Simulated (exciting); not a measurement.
The N K edge of atom 2 in AlN, space group F-43m, with 4 Al at 1.89 Å (tetrahedral, site symmetry -43m), was computed at 2 levels: exchange and screened direct term (singlet BSE) and independent particles. Common settings: exciting, all-electron LAPW+lo, PBE, 6×6×6 shifted k points, 11 conduction bands, |G+q| up to 3 bohr⁻¹, full RPA screening with nempty = 29, Lorentzian half width 0.45 eV.

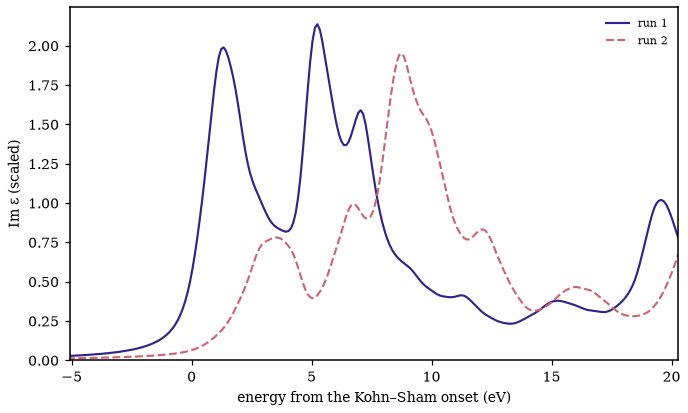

Energy from the Kohn–Sham onset, core level to the lowest empty state found on the meshes used; all runs on one relative scale.

Q: Which run is which, and why?

Run 1: exchange and screened direct term (singlet BSE); highest local maximum in the window at 5.2 eV. Run 2: independent particles; highest local maximum in the window at 8.7 eV. The attractive direct term pulls weight down: the curves pass 0.32 at -0.4 and 1.8 eV in the order of the runs. Fine structure above the first lines is partly noise of the 216-point mesh.

[Hosts, paths, dates, database ids (printed as entryN), source tags and the programs' standing remarks are cut or masked in the printed files.]
